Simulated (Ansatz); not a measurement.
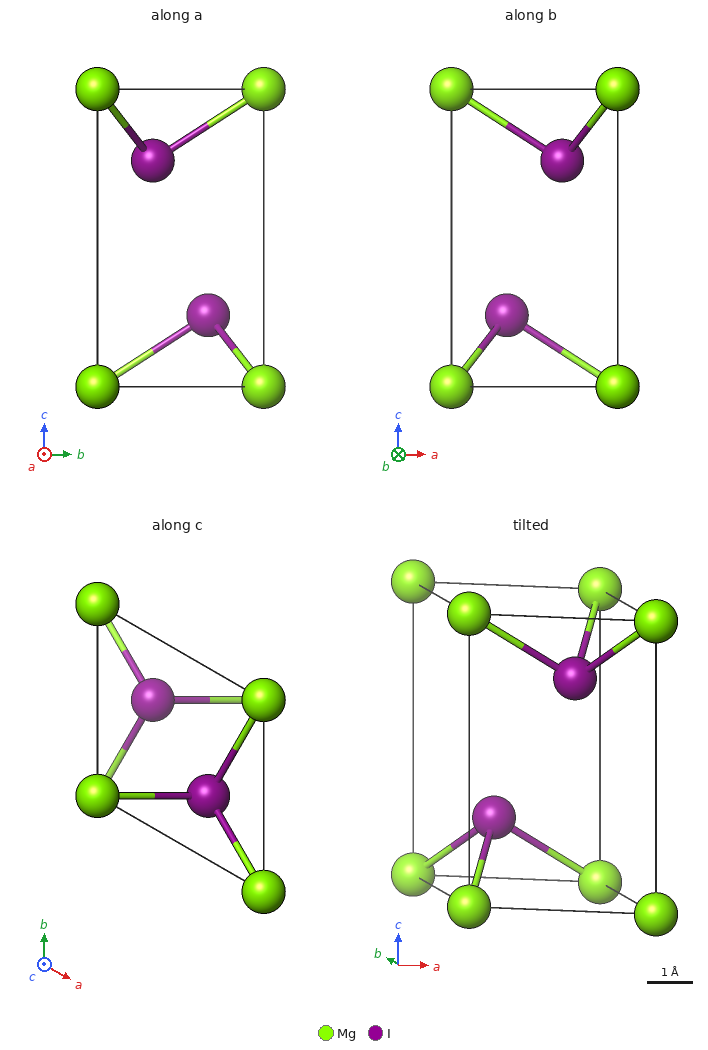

The figure gives a ball-and-stick picture of the atoms, viewed along the a axis, along the b axis, along the c axis and slightly off an axis. The conventional unit cell is drawn as a box.

Lattice parameters: a = 4.3235 Å, b = 4.3235 Å, c = 6.7063 Å, α = 90.000°, β = 90.000°, γ = 120.000°.

Put the structure into a CIF with its space group and independent sites, with free fractional coordinates to two decimals.

```cif
data_structure
_symmetry_space_group_name_H-M 'P -3 m 1'
_symmetry_Int_Tables_number 164
_cell_length_a 4.3235
_cell_length_b 4.3235
_cell_length_c 6.7063
_cell_angle_alpha 90.000
_cell_angle_beta 90.000
_cell_angle_gamma 120.000
_cell_volume 108.56
loop_
_atom_site_label
_atom_site_type_symbol
_atom_site_symmetry_multiplicity
_atom_site_Wyckoff_symbol
_atom_site_fract_x
_atom_site_fract_y
_atom_site_fract_z
_atom_site_occupancy
Mg1 Mg 1 a 0.00 0.00 0.00 1
I1 I 2 d 0.3333 0.6667 0.24 1
```

It goes back to a structure type filled with these elements by a generator (whether the compound takes this form wasn't checked). The cell was then strained or its atoms displaced on purpose. It was run through Ansatz as a DFT input.
